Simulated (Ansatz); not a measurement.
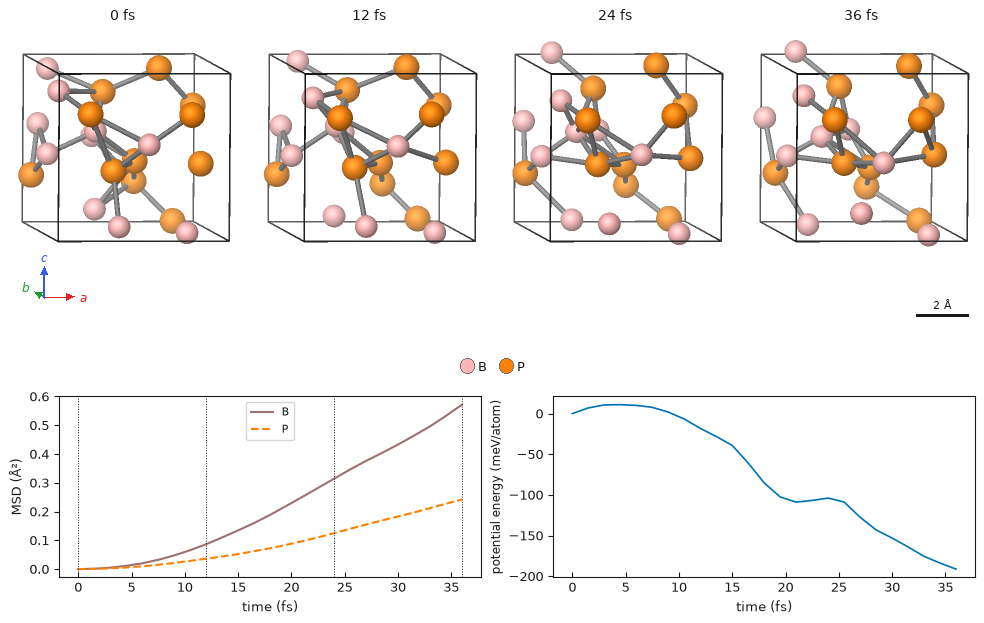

A Born-Oppenheimer molecular dynamics run of an amorphous cell of composition B₁₀P₁₁ (21 atoms in the cell), 36 fs long. Frames and the history of the run. Style: ball-and-stick. Shown: the simulation cell, slightly off an axis. Bonds to atoms that aren't drawn are left out.

These are results of DFT PBE, scalar-relativistic, plane waves, PAW in Ansatz, not measurements. Run with plane-wave cutoff 320 eV; k-point mesh 1 × 1 × 1; Fermi-Dirac smearing 0.345 eV; set temperature 4000 K; time step 1.5 fs.

Question: What do the frames and curves show?

Answer: Over the second half the temperature averages 4210 K (spread ±166 K). The potential energy is still drifting at the end, so the run hasn't reached equilibrium. The potential energy in the second half lies on average 135 meV per atom below the first frame. The mean pressure there is 6.4 GPa. In the second half of the run the atoms are, in the root-mean-square, this far from where they began (common drift taken out): B 0.61 Å, P 0.39 Å. The run lasts only 36 fs, too short to tell vibration from diffusion. Bond changes: 2 B–B bonds form between 24 fs and 36 fs; one P–P bond breaks at about 28 fs.

Limits of the set-up: the cutoff lies below the recommended one; the periodic images lie only 6.5 Å apart, so the values are limited by the cell's size.

Cost: 17 s on 2 threads of Intel(R) Xeon(R) 6975P-C (Granite Rapids), on a shared host, peak memory 0.41 GiB.
